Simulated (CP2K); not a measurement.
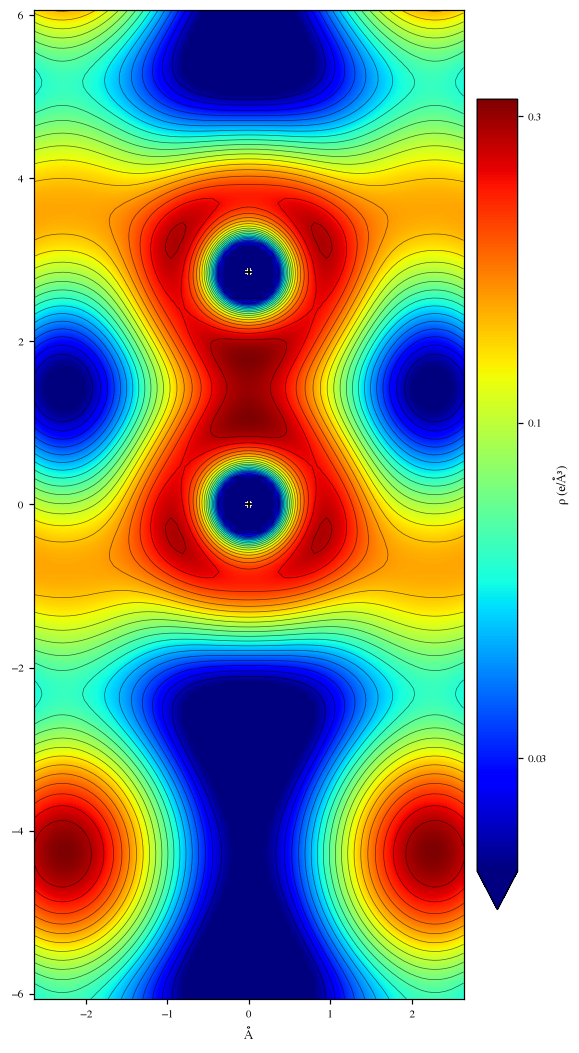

The valence electron density on a plane through atoms (crosses mark nuclei in the plane).

Method: Kohn-Sham DFT of a periodic cell, PBE, GTH-PBE with UZH-TZVP basis (CP2K 2026.2).

Candidates:
A. LiCl, a = 5.13 Å, b = 5.13 Å, c = 5.13 Å, α = 90.00°, β = 90.00°, γ = 90.00°. Space group Fm-3m.
B. Sn, a = 4.57 Å, b = 4.57 Å, c = 11.42 Å, α = 90.00°, β = 90.00°, γ = 120.00°. Space group R-3m; changed on purpose from its base cell (strain c = 0.02); computed pressure about 3 GPa in this cell.

### Which candidate gave the map?

Candidate B: Sn on the (100) plane of the conventional cell, which holds Sn. Sn–Sn (2.86 Å): ρ at the midpoint is about 0.3 e/Å³.
